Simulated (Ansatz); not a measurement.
# HfN (slab): what the fields show

Input file:

```
crystal:
  lattice:
    - [3.1830776068, 0.0, 0.0]
    - [0.0, 4.5015515216, 0.0]
    - [0.0, 0.0, 22.957694017]
  atoms:
    - { symbol: Hf, position: [0.5, 0.0, 0.3266878631] }
    - { symbol: "N", position: [0.5, 0.5, 0.3266878631] }
    - { symbol: Hf, position: [0.0, 0.5, 0.3960127179] }
    - { symbol: "N", position: [0.0, 0.0, 0.3960127179] }
    - { symbol: Hf, position: [0.5, 0.0, 0.4653375726] }
    - { symbol: "N", position: [0.5, 0.5, 0.4653375726] }
    - { symbol: Hf, position: [0.0, 0.5, 0.5346624274] }
    - { symbol: "N", position: [0.0, 0.0, 0.5346624274] }
    - { symbol: Hf, position: [0.5, 0.0, 0.6039872821] }
    - { symbol: "N", position: [0.5, 0.5, 0.6039872821] }
    - { symbol: Hf, position: [0.0, 0.5, 0.6733121369] }
    - { symbol: "N", position: [0.0, 0.0, 0.6733121369] }
basis:
  ecutwfc: 420
kpoints:
  mp_grid: { grid: [11, 8, 1] }
hamiltonian:
  xc: pbesol
scf:
  occupations: { method: gaussian, width: 0.1 }
output:
  forces: true
  stress: true
  eigenvalues: true
  write_density: true
  write_potential: true
  elf: true
  volumetric_format: npy
efield:
  axis: 3
  dipole_correction: true
  ramp_width: 0.04
```

Command:

```sh
ansatz run input.yaml --threads 2 --pin off --max-ram 4096MiB --backend cpu --events-out ev --progress --plain --runs-dir out
```

Built by placing these elements on a known structure type; changed on purpose from its base cell (repeats removed: 1); not relaxed (largest force 1.8 eV/Å).

Level of theory: DFT PBEsol, scalar-relativistic, plane waves, PAW in Ansatz 0.2.0.

The density is the valence pseudo-density of a PAW calculation; it isn't the true density close to the nuclei.

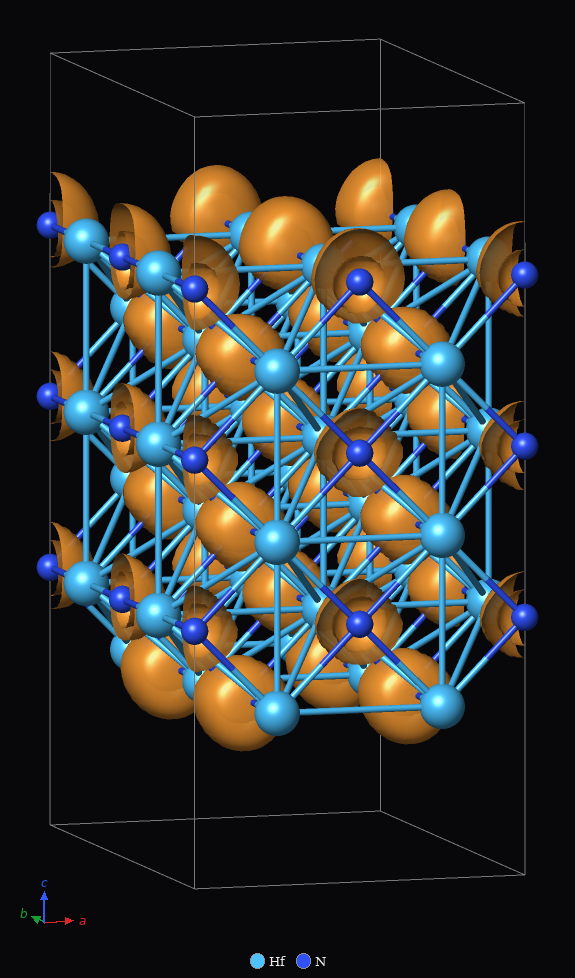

Figure 1. Isosurface of the electron localisation function at 0.75 (orange), seen slightly off an axis. Only the valence region is drawn (cores and ρ < 0.01 e/Å³ removed). Sticks mark near contacts.

Q: Identify the bonds, lone pairs and shells in this picture.

A: The ELF exceeds this value in six regions wrapped around N (the valence shell of each), counted in one cell of 12 atoms. Counts are for one cell; the picture repeats the cell along the surface. Profiles from the grid: Hf–N (2.25 Å): the ELF peaks at about 0.80 in the valence shell of N, 0.6 Å from its nucleus, and is about 0.20 at the midpoint; no shared electron pair shows on this line. Hf–Hf (3.18 Å): the ELF is about 0.20 at the midpoint: no shared electron pair shows on this line.

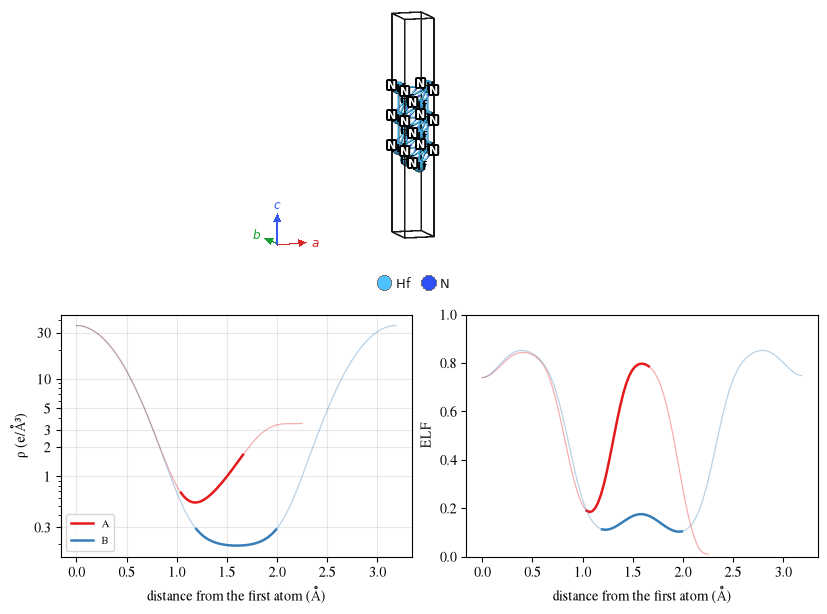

Figure 2. Valence electron density and ELF along straight lines between neighbouring atoms. Thin, pale parts lie inside the atomic spheres. The structure is drawn too.

Q: Which curve belongs to which contact (Hf–Hf and Hf–N)? The first atom named is at distance zero.

A: Curve A: Hf–N (2.25 Å): the density is about 0.56 e/Å³ at the midpoint; the ELF peaks at about 0.80 in the valence shell of N, 0.6 Å from its nucleus, and is about 0.20 at the midpoint (no localised pair shows between them). Curve B: Hf–Hf (3.18 Å): ρ at the midpoint is about 0.19 e/Å³; the ELF is about 0.20 at the midpoint (no localised pair shows between them).

Q: Does the calculation give a band gap?

A: It is metallic or semimetallic at this level of theory: no gap opens.
